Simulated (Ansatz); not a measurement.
System: Ti (slab).

```
Ti
1.0
     2.90044    0.00000    0.00000
    -1.45022    2.51185    0.00000
     0.00000    0.00000   26.47748
Ti
6
Direct
  0.66667 0.33333 0.28326
  0.33333 0.66667 0.36996
  0.66667 0.33333 0.45665
  0.33333 0.66667 0.54335
  0.66667 0.33333 0.63004
  0.33333 0.66667 0.71674
```

Not relaxed (largest force 0.6 eV/Å); computed without spin polarisation.

Computed with DFT PBEsol, scalar-relativistic, plane waves, PAW in Ansatz 0.2.0.

Question: Predict the valence pseudo-density and electron localisation function between the atoms.

Answer: Ti–Ti (2.90 Å): ρ is about 0.19 e/Å³ halfway; the ELF is about 0.25 at the midpoint (no localised pair shows between them).

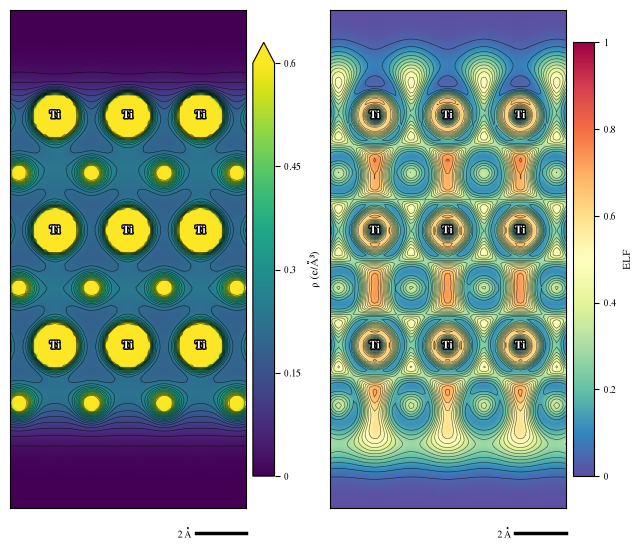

Computed valence pseudo-density and electron localisation function on the (100) plane of the calculation cell, a cut from vacuum to vacuum, in this order. Atoms just off the plane (Ti, 0.8 Å away) can leave unmarked features too.

The density is the valence pseudo-density of a PAW calculation; it isn't the true density close to the nuclei.
